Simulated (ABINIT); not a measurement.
## ZnS (P6_3mc): refractive index against wavelength

The refractive index of ZnS (P6_3mc) along x below the direct gap (2.25 eV on the mesh) is read from one computed spectrum, n = √(Re ε). x, y and z are the Cartesian axes of the input cell.

Symmetry: P6_3mc, No. 186, hexagonal system. Conventional cell: a = 3.811 Å, b = 3.811 Å, c = 6.234 Å, α = 90.00°, β = 90.00°, γ = 120.00°. Around Zn on site b lie 4 S at 2.31 to 2.40 Å. S on site b has 4 Zn at 2.31 to 2.40 Å as nearest neighbours.

Method: ABINIT 10.8.3, PBE, independent particles, k-mesh 10×10×5, Lorentzian half width 0.05 eV.

Launch of the response step: `optic optic.abi`. The run took 2.4 min, its band step included, on 4 threads of AMD EPYC 9R45 96-Core Processor (Zen 5), on a shared host.

| wavelength (nm) | photon energy E (eV) | n |
| --- | --- | --- |
| 3000 | 0.413 | 2.4916 |
| 2000 | 0.620 | 2.4989 |
| 1550 | 0.800 | 2.5079 |
| 1310 | 0.946 | 2.5171 |
| 1064 | 1.165 | ? |
| 850 | 1.459 | 2.5663 |

In the single-oscillator model n² − 1 = E₀E_d/(E₀² − E²), so 1/(n² − 1) = E₀/E_d − E²/(E₀E_d) is linear in E².

Working, on the rows shown:

| x = E² (eV²) | y = 1/(n² − 1) |
| --- | --- |
| 0.170801 | 0.19201 |
| 0.384302 | 0.190676 |
| 0.639837 | 0.189052 |
| 0.895757 | 0.187414 |
| 2.12762 | 0.179022 |

Means: x̄ = 0.84366, ȳ = 0.18763. Σ(x − x̄)(y − ȳ) = -0.0157, Σ(x − x̄)² = 2.357. Slope = -0.0157 / 2.357 = -0.006662; intercept = ȳ − slope · x̄ = 0.19325. Turned back into n, the line misses the rows shown by at most 0.00071.

Question: What does the fit predict for the withheld row, and how well does it do?

Answer: At x = 1.3578 the line gives y = 0.18421, that is 2.5355. The run gave 2.5345, so the interpolation is off by 0.00097, 1.3 % of the range in the table.

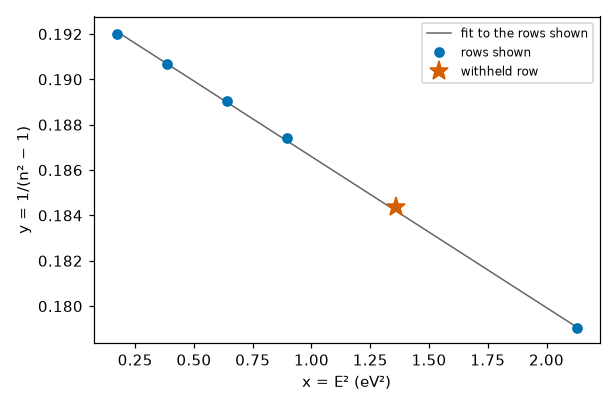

Refitted with all rows, the slope is -0.006634 and the intercept 0.19326. These give E₀ = √(intercept/−slope) = 5.40 eV and E_d = E₀/intercept = 27.9 eV; E₀ is 2.4 times the direct gap. The electronic limit at long wavelengths, without lattice vibrations, is n = √(1 + 1/intercept) = 2.485. The cell comes from an older database entry, whose edges can be off by a per cent or so. Excitons are left out and so are local fields; PBE gaps are as a rule too small. The values come from a sum over the points of one k-mesh and carry its error, which grows as the direct gap shrinks.
